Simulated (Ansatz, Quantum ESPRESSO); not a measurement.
# Evanescent states of CaO, rock salt type, lattice constant set to 4.743 Å, part 2 of 4

Wanted: the complex band structure of CaO, rock salt type, lattice constant set to 4.743 Å, as for a tunnel barrier.

Quantum ESPRESSO 7.5; plane-wave DFT, LDA, PseudoDojo norm-conserving pseudopotentials; cross-check by Ansatz 0.2.0 with PAW datasets.

So far. Step 2 (Ground state): The run needed 17 iterations to bring the estimated error under 1e-09 Ry.

### Step 3. Complex bands with pwcond.x

Level of this step: complex band structure by pwcond; plane-wave DFT, LDA, PseudoDojo norm-conserving pseudopotentials (Quantum ESPRESSO).

ikind = 0 solves one period of the crystal for all kz, real and complex, at each energy and k across. ewind and epsproj trim the two-dimensional plane-wave basis; nz1 sets the subslabs.

Input file cbs.in:

```
&inputcond
  outdir = './out'
  prefixl = 'scf'
  band_file = 'cbs'
  ikind = 0
  ewind = 4.0
  epsproj = 1e-05
  nz1 = 7
  energy0 = 6.9
  denergy = -0.23
/
4
  0.00000000 0.00000000 1.00000000
  0.50000000 0.00000000 1.00000000
  0.50000000 0.50000000 1.00000000
  0.25000000 0.00000000 1.00000000
40
```

Launch:

```sh
OMP_NUM_THREADS=1 mpirun -n 2 pwcond.x -in cbs.in > cbs.out
```

Output:

```text
[banner, memory and clock lines left out]
Program PWCOND v.7.5 starts

          URL

     ./out/scf.save/

     IMPORTANT: XC functional enforced from input :
     Exchange-correlation= PW
                           (   1   4   0   0   0   0   0)
     Any further DFT definition will be discarded
     Please, verify this is what you really want

     Check: negative core charge=   -0.000004
     Reading collected, re-writing distributed wavefunctions

===== INPUT FILE containing the left lead =====

     GEOMETRY:

     lattice parameter (alat)  =       6.3378  a.u.
     the volume                =     360.0195 (a.u.)^3
     the cross section         =      40.1674 (a.u.)^2
     l of the unit cell        =       1.4142 (alat)
     number of atoms/cell      =            4
     number of atomic types    =            2

     crystal axes: (cart. coord. in units of alat)
               a(1) = (  1.0000  0.0000  0.0000 )
               a(2) = (  0.0000  1.0000  0.0000 )
               a(3) = (  0.0000  0.0000  1.4142 )

   Cartesian axes

     site n.     atom                  positions (alat units)
          1        Ca     tau(  1)=(  0.0000  0.0000  1.4142  )
          2        O      tau(  2)=(  0.5000  0.5000  1.4142  )
          3        Ca     tau(  3)=(  0.5000  0.5000  0.7071  )
          4        O      tau(  4)=(  0.0000  0.0000  0.7071  )

     nr1s                      =           36
     nr2s                      =           36
     nr3s                      =           50
     nr1sx                     =           36
     nr2sx                     =           36
     nr3sx                     =           50
     nr1                       =           36
     nr2                       =           36
     nr3                       =           50
     nr1x                      =           36
     nr2x                      =           36
     nr3x                      =           50

 _______________________________
  Radii of nonlocal spheres:

     type       ibeta     ang. mom.          radius (alat units)
       Ca         1         0                    0.2162
       Ca         2         0                    0.2288
       Ca         3         1                    0.2209
       Ca         4         1                    0.2304
       Ca         5         2                    0.2903
       Ca         6         2                    0.2935
       O          1         0                    0.2114
       O          2         0                    0.2130
       O          3         1                    0.2272
       O          4         1                    0.2288
       O          5         2                    0.2146
----- General information -----

----- Complex band structure calculation -----

     nrx                       =           36
     nry                       =           36
     nz1                       =            7

     energy0               =         6.9E+00
     denergy               =        -2.3E-01
     nenergy               =         40
     ecut2d                =         7.2E+01
     ewind                 =         4.0E+00
     epsproj               =         1.0E-05

     number of k_|| points=    4
                       cryst. coord.
        k(    1) = (   0.0000000   0.0000000), wk =   0.2500000
        k(    2) = (   0.5000000   0.0000000), wk =   0.2500000
        k(    3) = (   0.5000000   0.5000000), wk =   0.2500000
        k(    4) = (   0.2500000   0.0000000), wk =   0.2500000
----- Information about left lead -----

     nocros                   =           31
     noins                    =           31
     norb                     =           93
     norbf                    =           93
     nrz                      =           50

      iorb      type   ibeta   ang. mom.   m       position (alat)
        1        1       1        0        1   taunew(   1)=(  0.0000  0.0000  0.0000)
        2        1       2        0        1   taunew(   2)=(  0.0000  0.0000  0.0000)
        3        1       3        1        1   taunew(   3)=(  0.0000  0.0000  0.0000)
        4        1       3        1        2   taunew(   4)=(  0.0000  0.0000  0.0000)
        5        1       3        1        3   taunew(   5)=(  0.0000  0.0000  0.0000)
        6        1       4        1        1   taunew(   6)=(  0.0000  0.0000  0.0000)
        7        1       4        1        2   taunew(   7)=(  0.0000  0.0000  0.0000)
        8        1       4        1        3   taunew(   8)=(  0.0000  0.0000  0.0000)
        9        1       5        2        1   taunew(   9)=(  0.0000  0.0000  0.0000)
       10        1       5        2        2   taunew(  10)=(  0.0000  0.0000  0.0000)
       11        1       5        2        3   taunew(  11)=(  0.0000  0.0000  0.0000)
       12        1       5        2        4   taunew(  12)=(  0.0000  0.0000  0.0000)
       13        1       5        2        5   taunew(  13)=(  0.0000  0.0000  0.0000)
       14        1       6        2        1   taunew(  14)=(  0.0000  0.0000  0.0000)
       15        1       6        2        2   taunew(  15)=(  0.0000  0.0000  0.0000)
       16        1       6        2        3   taunew(  16)=(  0.0000  0.0000  0.0000)
       17        1       6        2        4   taunew(  17)=(  0.0000  0.0000  0.0000)
       18        1       6        2        5   taunew(  18)=(  0.0000  0.0000  0.0000)
       19        2       1        0        1   taunew(  19)=(  0.5000  0.5000  0.0000)
       20        2       2        0        1   taunew(  20)=(  0.5000  0.5000  0.0000)
       21        2       3        1        1   taunew(  21)=(  0.5000  0.5000  0.0000)
       22        2       3        1        2   taunew(  22)=(  0.5000  0.5000  0.0000)
       23        2       3        1        3   taunew(  23)=(  0.5000  0.5000  0.0000)
       24        2       4        1        1   taunew(  24)=(  0.5000  0.5000  0.0000)
       25        2       4        1        2   taunew(  25)=(  0.5000  0.5000  0.0000)
       26        2       4        1        3   taunew(  26)=(  0.5000  0.5000  0.0000)
       27        2       5        2        1   taunew(  27)=(  0.5000  0.5000  0.0000)
       28        2       5        2        2   taunew(  28)=(  0.5000  0.5000  0.0000)
       29        2       5        2        3   taunew(  29)=(  0.5000  0.5000  0.0000)
       30        2       5        2        4   taunew(  30)=(  0.5000  0.5000  0.0000)
       31        2       5        2        5   taunew(  31)=(  0.5000  0.5000  0.0000)
       32        1       1        0        1   taunew(  32)=(  0.5000  0.5000  0.7071)
       33        1       2        0        1   taunew(  33)=(  0.5000  0.5000  0.7071)
       34        1       3        1        1   taunew(  34)=(  0.5000  0.5000  0.7071)
       35        1       3        1        2   taunew(  35)=(  0.5000  0.5000  0.7071)
       36        1       3        1        3   taunew(  36)=(  0.5000  0.5000  0.7071)
       37        1       4        1        1   taunew(  37)=(  0.5000  0.5000  0.7071)
       38        1       4        1        2   taunew(  38)=(  0.5000  0.5000  0.7071)
       39        1       4        1        3   taunew(  39)=(  0.5000  0.5000  0.7071)
       40        1       5        2        1   taunew(  40)=(  0.5000  0.5000  0.7071)
       41        1       5        2        2   taunew(  41)=(  0.5000  0.5000  0.7071)
       42        1       5        2        3   taunew(  42)=(  0.5000  0.5000  0.7071)
       43        1       5        2        4   taunew(  43)=(  0.5000  0.5000  0.7071)
       44        1       5        2        5   taunew(  44)=(  0.5000  0.5000  0.7071)
       45        1       6        2        1   taunew(  45)=(  0.5000  0.5000  0.7071)
       46        1       6        2        2   taunew(  46)=(  0.5000  0.5000  0.7071)
       47        1       6        2        3   taunew(  47)=(  0.5000  0.5000  0.7071)
       48        1       6        2        4   taunew(  48)=(  0.5000  0.5000  0.7071)
       49        1       6        2        5   taunew(  49)=(  0.5000  0.5000  0.7071)
       50        2       1        0        1   taunew(  50)=(  0.0000  0.0000  0.7071)
       51        2       2        0        1   taunew(  51)=(  0.0000  0.0000  0.7071)
       52        2       3        1        1   taunew(  52)=(  0.0000  0.0000  0.7071)
       53        2       3        1        2   taunew(  53)=(  0.0000  0.0000  0.7071)
       54        2       3        1        3   taunew(  54)=(  0.0000  0.0000  0.7071)
       55        2       4        1        1   taunew(  55)=(  0.0000  0.0000  0.7071)
       56        2       4        1        2   taunew(  56)=(  0.0000  0.0000  0.7071)
       57        2       4        1        3   taunew(  57)=(  0.0000  0.0000  0.7071)
       58        2       5        2        1   taunew(  58)=(  0.0000  0.0000  0.7071)
       59        2       5        2        2   taunew(  59)=(  0.0000  0.0000  0.7071)
       60        2       5        2        3   taunew(  60)=(  0.0000  0.0000  0.7071)
       61        2       5        2        4   taunew(  61)=(  0.0000  0.0000  0.7071)
       62        2       5        2        5   taunew(  62)=(  0.0000  0.0000  0.7071)
       63        1       1        0        1   taunew(  63)=(  0.0000  0.0000  1.4142)
       64        1       2        0        1   taunew(  64)=(  0.0000  0.0000  1.4142)
       65        1       3        1        1   taunew(  65)=(  0.0000  0.0000  1.4142)
       66        1       3        1        2   taunew(  66)=(  0.0000  0.0000  1.4142)
       67        1       3        1        3   taunew(  67)=(  0.0000  0.0000  1.4142)
       68        1       4        1        1   taunew(  68)=(  0.0000  0.0000  1.4142)
       69        1       4        1        2   taunew(  69)=(  0.0000  0.0000  1.4142)
       70        1       4        1        3   taunew(  70)=(  0.0000  0.0000  1.4142)
       71        1       5        2        1   taunew(  71)=(  0.0000  0.0000  1.4142)
       72        1       5        2        2   taunew(  72)=(  0.0000  0.0000  1.4142)
       73        1       5        2        3   taunew(  73)=(  0.0000  0.0000  1.4142)
       74        1       5        2        4   taunew(  74)=(  0.0000  0.0000  1.4142)
       75        1       5        2        5   taunew(  75)=(  0.0000  0.0000  1.4142)
       76        1       6        2        1   taunew(  76)=(  0.0000  0.0000  1.4142)
       77        1       6        2        2   taunew(  77)=(  0.0000  0.0000  1.4142)
       78        1       6        2        3   taunew(  78)=(  0.0000  0.0000  1.4142)
       79        1       6        2        4   taunew(  79)=(  0.0000  0.0000  1.4142)
       80        1       6        2        5   taunew(  80)=(  0.0000  0.0000  1.4142)
       81        2       1        0        1   taunew(  81)=(  0.5000  0.5000  1.4142)
       82        2       2        0        1   taunew(  82)=(  0.5000  0.5000  1.4142)
       83        2       3        1        1   taunew(  83)=(  0.5000  0.5000  1.4142)
       84        2       3        1        2   taunew(  84)=(  0.5000  0.5000  1.4142)
       85        2       3        1        3   taunew(  85)=(  0.5000  0.5000  1.4142)
       86        2       4        1        1   taunew(  86)=(  0.5000  0.5000  1.4142)
       87        2       4        1        2   taunew(  87)=(  0.5000  0.5000  1.4142)
       88        2       4        1        3   taunew(  88)=(  0.5000  0.5000  1.4142)
       89        2       5        2        1   taunew(  89)=(  0.5000  0.5000  1.4142)
       90        2       5        2        2   taunew(  90)=(  0.5000  0.5000  1.4142)
       91        2       5        2        3   taunew(  91)=(  0.5000  0.5000  1.4142)
       92        2       5        2        4   taunew(  92)=(  0.5000  0.5000  1.4142)
       93        2       5        2        5   taunew(  93)=(  0.5000  0.5000  1.4142)
 ngper, shell number =          233          34
 ngper, n2d =          233          82
---  E-Ef =    6.9000000  k =    0.0000000   0.0000000
---  ie =          1  ik =          1
 Nchannels of the left tip =            3
 Right moving states:
   k1(2pi/a)   k2(2pi/a)   E-Ef (eV)
   0.2636786  -0.0000000   6.9000000
   0.2636786  -0.0000000   6.9000000
  -0.4825131  -0.0000000   6.9000000
 Left moving states:
   k1(2pi/a)   k2(2pi/a)   E-Ef (eV)
  -0.2636786  -0.0000000   6.9000000
  -0.2636786  -0.0000000   6.9000000
   0.4825131  -0.0000000   6.9000000

---  E-Ef =    6.6700000  k =    0.0000000   0.0000000
---  ie =          2  ik =          1
 Nchannels of the left tip =            3
 Right moving states:
   k1(2pi/a)   k2(2pi/a)   E-Ef (eV)
   0.2109370  -0.0000000   6.6700000
   0.2109370  -0.0000000   6.6700000
   0.4687900  -0.0000000   6.6700000
 Left moving states:
   k1(2pi/a)   k2(2pi/a)   E-Ef (eV)
  -0.2109370  -0.0000000   6.6700000
  -0.2109370  -0.0000000   6.6700000
  -0.4687900  -0.0000000   6.6700000
[... further energies and points left out ...]
---  E-Ef =   -1.8400000  k =    0.2500000   0.0000000
---  ie =         39  ik =          4
 Nchannels of the left tip =            2
 Right moving states:
   k1(2pi/a)   k2(2pi/a)   E-Ef (eV)
  -0.2450479   0.0000000  -1.8400000
  -0.3334129   0.0000000  -1.8400000
 Left moving states:
   k1(2pi/a)   k2(2pi/a)   E-Ef (eV)
   0.2450479   0.0000000  -1.8400000
   0.3334129   0.0000000  -1.8400000

---  E-Ef =   -2.0700000  k =    0.2500000   0.0000000
---  ie =         40  ik =          4
 Nchannels of the left tip =            2
 Right moving states:
   k1(2pi/a)   k2(2pi/a)   E-Ef (eV)
  -0.3576691   0.0000000  -2.0700000
  -0.4358349   0.0000000  -2.0700000
 Left moving states:
   k1(2pi/a)   k2(2pi/a)   E-Ef (eV)
   0.3576691   0.0000000  -2.0700000
   0.4358349  -0.0000000  -2.0700000

Note: The following floating-point exceptions are signalling: IEEE_UNDERFLOW_FLAG
Note: The following floating-point exceptions are signalling: IEEE_UNDERFLOW_FLAG
```

Run time: 3.2 min. Hardware: 2 MPI ranks of Arm Neoverse N1, shared host; peak memory 0.11 GiB; 6.4 min of CPU time.

This step gave:

- peak of the smallest κ at the zone centre: 0.309 Å⁻¹
- energy of the peak at the zone centre: 2.53 eV
- peak of the smallest κ at (1/2, 0): 0.586 Å⁻¹
- peak of the smallest κ at (1/2, 1/2): 0.38 Å⁻¹
- peak of the smallest κ at (1/4, 0): 0.403 Å⁻¹

K across = (0, 0) in the cell's reciprocal vectors; values within 0.0025 1/Å of each other count once, columns are sorted by size at each energy, a dash where no further value was kept. Table of Im kz of the slowest decaying states by energy, zero at the highest filled level of the SCF mesh:

```tsv
energy (eV)	decay 1 (Å⁻¹)	decay 2 (Å⁻¹)	decay 3 (Å⁻¹)
-2.07	0.221	1.00	1.32
-1.61	0.917	1.27	1.59
-0.92	0.276	0.731	1.19
-0.46	0.381	0.433	1.13
0.00	0.443	0.738	1.06
0.46	0.186	0.455	0.486
1.15	0.264	0.53	0.574
1.61	0.291	0.551	0.601
2.07	0.305	0.566	0.61
2.76	0.308	0.502	0.581
3.22	0.299	0.303	0.581
3.68	0.278	0.554	0.59
4.37	0.212	0.495	0.589
4.83	0.093	0.442	0.585
5.29	0.372	0.578	0.627
5.75	0.272	0.536	0.568
6.44	0.182	0.411	0.546
6.90	0.307	0.33	0.525
```

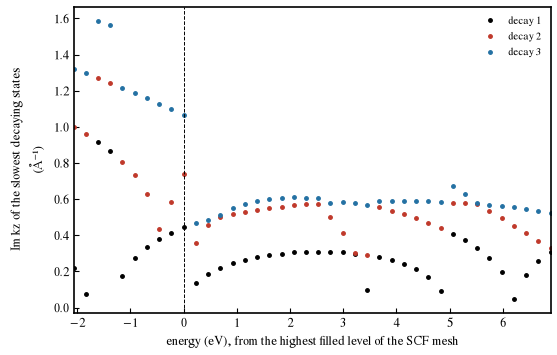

Im kz of the slowest decaying states, plotted against energy.

K across = (0, 0) in the cell's reciprocal vectors. Re kz of states that move upwards against energy, zero at the highest filled level of the SCF mesh:

```tsv
energy (eV)	channel 1 (Å⁻¹)	channel 2 (Å⁻¹)	channel 3 (Å⁻¹)
-2.07	-	-	-
-1.61	-0.565	-0.331	-
-0.92	-0.342	-	-
-0.46	-0.220	-	-
0.00	-0.0449	-0.0449	-0.0229
0.46	-	-	-
1.15	-	-	-
1.61	-	-	-
2.07	-	-	-
2.76	-	-	-
3.22	-	-	-
3.68	0.274	-	-
4.37	0.587	-	-
4.83	-0.588	-	-
5.29	-0.448	0.214	-
5.75	-0.300	0.356	-
6.44	0.192	0.192	0.556
6.90	-0.639	0.349	0.349
```

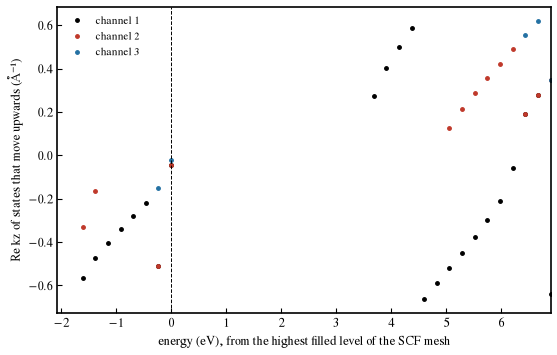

Re kz of states that move upwards, plotted against energy.

K across = (1/2, 0) in the cell's reciprocal vectors; values within 0.0025 1/Å of each other count once, columns are sorted by size at each energy, a dash where no further value was kept. Im kz of the slowest decaying states against energy, zero at the highest filled level of the SCF mesh:

```tsv
energy (eV)	decay 1 (Å⁻¹)	decay 2 (Å⁻¹)	decay 3 (Å⁻¹)
-2.07	0.175	0.184	0.593
-1.61	0.394	0.401	-
-0.92	0.499	0.504	0.56
-0.46	0.309	0.62	-
0.00	0.398	0.654	-
0.46	0.449	0.671	-
1.15	0.498	0.675	0.808
1.61	0.521	0.666	0.815
2.07	0.541	0.647	-
2.76	0.586	0.806	1.59
3.22	0.574	0.794	1.54
3.68	0.557	0.777	1.49
4.37	0.522	0.743	1.40
4.83	0.49	0.715	1.34
5.29	0.449	0.681	1.27
5.75	0.395	0.641	1.20
6.44	0.163	0.311	-
6.90	0.291	0.493	0.908
```

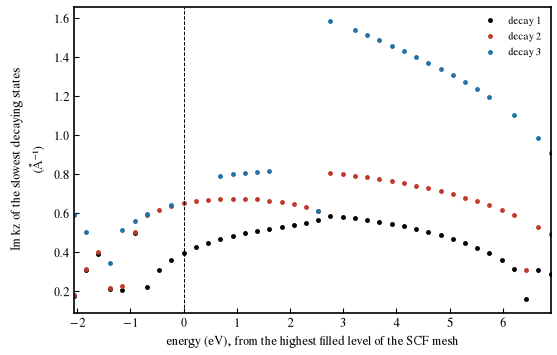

Im kz of the slowest decaying states against energy.

K across = (1/2, 1/2) in the cell's reciprocal vectors; values within 0.0025 1/Å of each other count once, columns are sorted by size at each energy, a dash where no further value was kept. Im kz of the slowest decaying states against energy, zero at the highest filled level of the SCF mesh:

```tsv
energy (eV)	decay 1 (Å⁻¹)	decay 2 (Å⁻¹)	decay 3 (Å⁻¹)
-2.07	0.341	0.828	2.06
-1.61	0.212	0.676	2.03
-0.92	0.866	1.97	2.34
-0.46	0.979	1.94	2.31
0.00	0.225	0.269	1.04
0.46	0.315	0.35	1.08
1.15	0.38	0.389	1.12
1.61	0.37	0.419	1.14
2.07	0.342	0.441	1.15
2.76	0.262	0.461	1.16
3.22	0.162	0.468	1.16
3.68	0.471	1.16	1.55
4.37	0.468	1.16	1.47
4.83	0.461	1.15	1.41
5.29	0.451	1.14	1.35
5.75	0.436	1.13	1.28
6.44	0.404	1.11	1.17
6.90	0.374	1.08	1.10
```

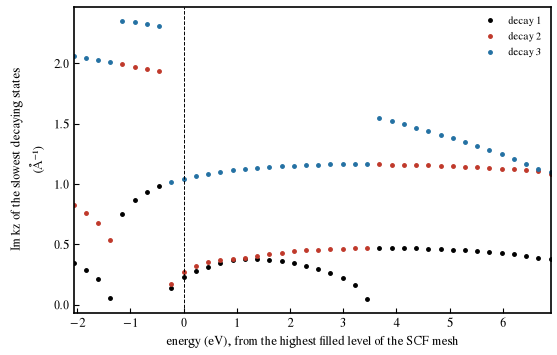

Im kz of the slowest decaying states against energy.

K across = (1/4, 0) in the cell's reciprocal vectors; values within 0.0025 1/Å of each other count once, columns are sorted by size at each energy, a dash where no further value was kept. Im kz of the slowest decaying states against energy, zero at the highest filled level of the SCF mesh:

```tsv
energy (eV)	decay 1 (Å⁻¹)	decay 2 (Å⁻¹)	decay 3 (Å⁻¹)
-2.07	0.789	0.888	1.53
-0.92	0.311	0.342	0.433
0.00	0.197	0.472	0.554
0.92	0.334	0.529	0.623
2.07	0.39	0.567	0.617
2.99	0.403	0.574	0.581
3.91	0.397	0.497	0.584
5.06	0.095	0.345	0.5
5.98	0.086	0.127	0.352
```

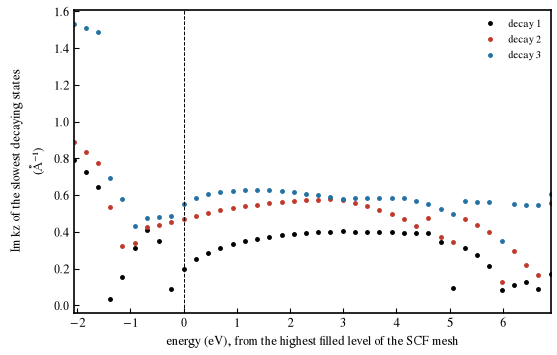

Im kz of the slowest decaying states against energy.

(Continued in part 3 of 4.)

[Logs are printed without paths, hosts, clocks, repeated set-up lines and the standing remarks that a program may print on its own settings, such as how far it seeks lower states.]

[Hosts, paths, dates, database ids (printed as entryN), source tags and the programs' standing remarks are cut or masked in the printed files.]

[Maps of the electrostatic potential energy from Ansatz leave out the sawtooth potential of an applied field or a dipole correction, so their vacuum need not be flat; planar profiles and work functions include it.]
